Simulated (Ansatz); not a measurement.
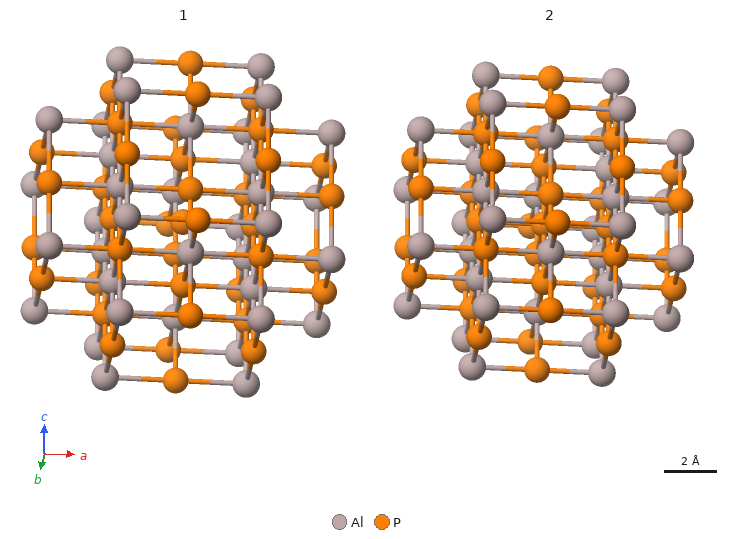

Two geometries of crystalline Al3P5 (a generated structure, set up in Pm-3m) (coarse preliminary run), drawn at one scale. One is the start of a relaxation, the other its converged end. A ball-and-stick model of the cell of the calculation, seen from a free direction.

Level of theory: DFT PBE, scalar-relativistic, plane waves, PAW in Ansatz. (plane-wave cutoff 420 eV; k-point mesh 4 × 4 × 4; occupations gaussian; smearing width 0.1 eV; no spin polarisation; cell and atoms relaxed; force threshold 0.04 eV/Å; at most 70 steps)

Which geometry has the lower energy?

Answer. Structure 2 is the relaxed one. The atoms keep their places relative to the cell (all moves are under 0.005 Å). The volume changes by −22.3 %, with a = b = c 5.492 → 5.049 Å (−8.1 %). Some distances before and after: P–P 2.746 → 2.524 Å, Al–P 2.746 → 2.524 Å. The space group stays Pm-3m (No. 221). The energy falls by 276 meV per atom in 4 accepted moves (5 points after the start). All forces vanish by symmetry, so only the cell relaxes. The pressure goes from −15.16 to −0.04 GPa. The SCF was repeated once at an unchanged geometry on a basis and grid sized afresh for the cell, which shifted the energy by 0.3 meV per atom at most.
